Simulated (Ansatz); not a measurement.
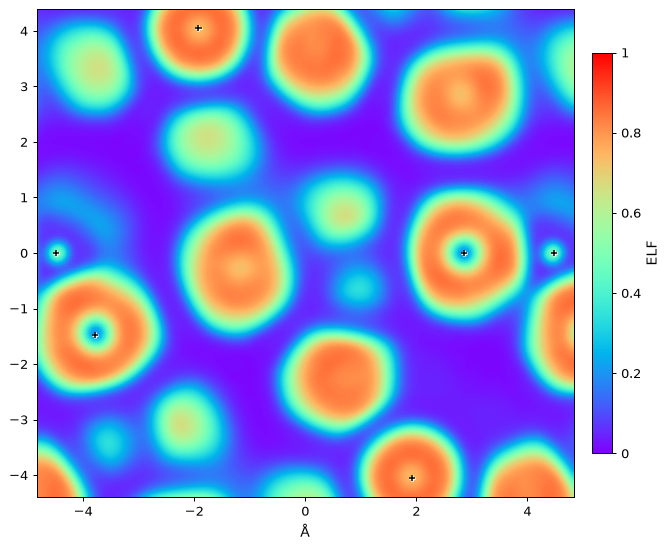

The ELF on a plane through atoms (crosses mark nuclei in the plane).

All numbers below come from DFT, PBE, plane waves, PAW (Ansatz).

Candidates:
A. HfSiO$_{4}$, a = 6.78 Å, b = 6.78 Å, c = 5.87 Å, α = 90.00°, β = 90.00°, γ = 90.00°. Space group I4₁/amd; a structure from a database of computed crystals, not necessarily the ambient phase; started from the database structure prototype, which need not be the ambient phase; changed on purpose from its base cell (epitaxial xy strain +3.0%); not relaxed (largest force 0.3 eV/Å).
B. GeSe, a = 11.24 Å, b = 3.79 Å, c = 4.62 Å, α = 90.00°, β = 90.00°, γ = 90.00°. Space group Pnma; a structure from a database of computed crystals, not necessarily the ambient phase; started from the database structure prototype, which need not be the ambient phase; changed on purpose from its base cell (uniaxial z strain -1.0%).

Q: Which candidate gave the map?

A: Candidate A: HfSiO$_{4}$ on the (111) plane of the conventional cell, which holds Hf, Si and O. Si–O (1.63 Å): the ELF peaks at about 0.85 between the atoms: a polar covalent bond.
